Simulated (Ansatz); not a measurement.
Structure data:

```
Mg O
1.0
     3.53867    0.00000    0.00000
    -1.76934    3.06458    0.00000
     0.00000    0.00000    4.30338
Mg O
2 2
Direct
  0.66667 0.33333 0.75000
  0.33333 0.66667 0.25000
  0.66667 0.33333 0.25000
  0.33333 0.66667 0.75000
```

Give a crystallographic description of this input.

Answer. The solid is MgO. Space group P6_3/mmc (No. 194), lattice primitive hexagonal. The cell holds 4 atoms (2 Mg, 2 O), Z = 2. About every Mg there are five O in a trigonal bipyramidal arrangement at 2.04 to 2.15 Å. O is coordinated by five Mg in a trigonal bipyramidal arrangement at 2.04 to 2.15 Å. The bonds build a three-dimensional framework.

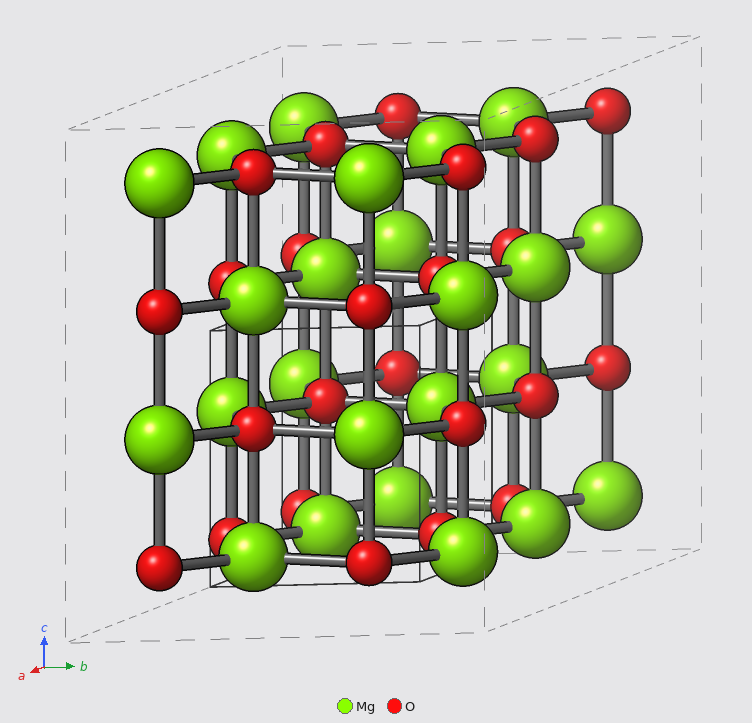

Crystal structure, ball-and-stick style, seen slightly off an axis. The drawing covers 3×2×2 cells, and the solid lines enclose one conventional unit cell. Colours: magnesium green, oxygen red.

The structure was taken from a structure listed in the Materials Project. The cell was then strained or its atoms displaced on purpose. An electronic-structure calculation with Ansatz was run on it.
